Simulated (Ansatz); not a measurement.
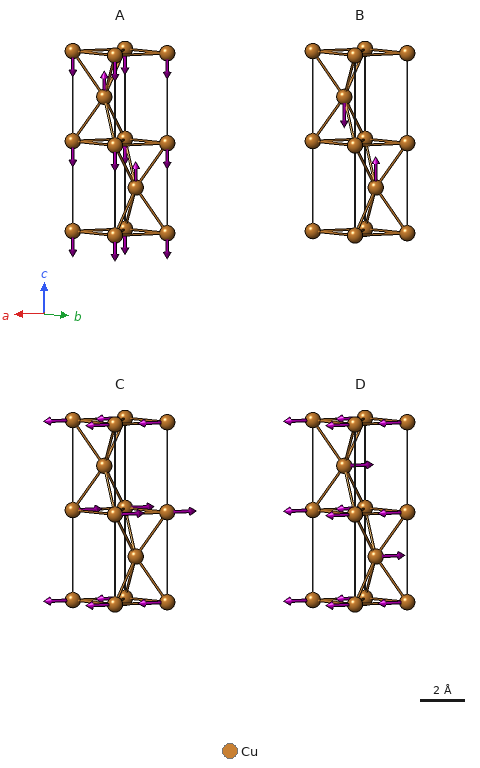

Four optical modes of crystalline Cu relaxed at 7 GPa at the zone centre, in no order (one member of each degenerate set). The purple arrows are the displacements of the atoms (eigenvector over the root of the mass), of arbitrary overall length and sign. The picture is a ball-and-stick view of the cell of the calculation, seen from a free direction.

Method: Ansatz 0.2.0, DFT PBE, scalar-relativistic, plane waves, PAW. Settings: plane-wave cutoff 420 eV; k-point mesh 18 × 18 × 6; occupations fermi dirac; smearing width 0.15 eV; target pressure 7 GPa; no spin polarisation.

The frequencies depend somewhat on the k-mesh and the smearing.

Q: Order them from the lowest to the highest frequency (imaginary ones first).

A: C (85 cm⁻¹), D (116 cm⁻¹), B (197 cm⁻¹), A (267 cm⁻¹). C, E₂u: The Cu (2c) atoms stay at rest; all motion is along a; atoms of one kind move against one another, with no net shift of their sublattice. D, E₁u: The Cu (2a) sublattice moves against the Cu (2c) sublattice, along a. B, B₁g: The Cu (2a) atoms stay at rest; all motion is along c; atoms of one kind move against one another, with no net shift of their sublattice. A, A₂u: The Cu (2a) sublattice moves against the Cu (2c) sublattice, along c. The crystal is metallic in this run.
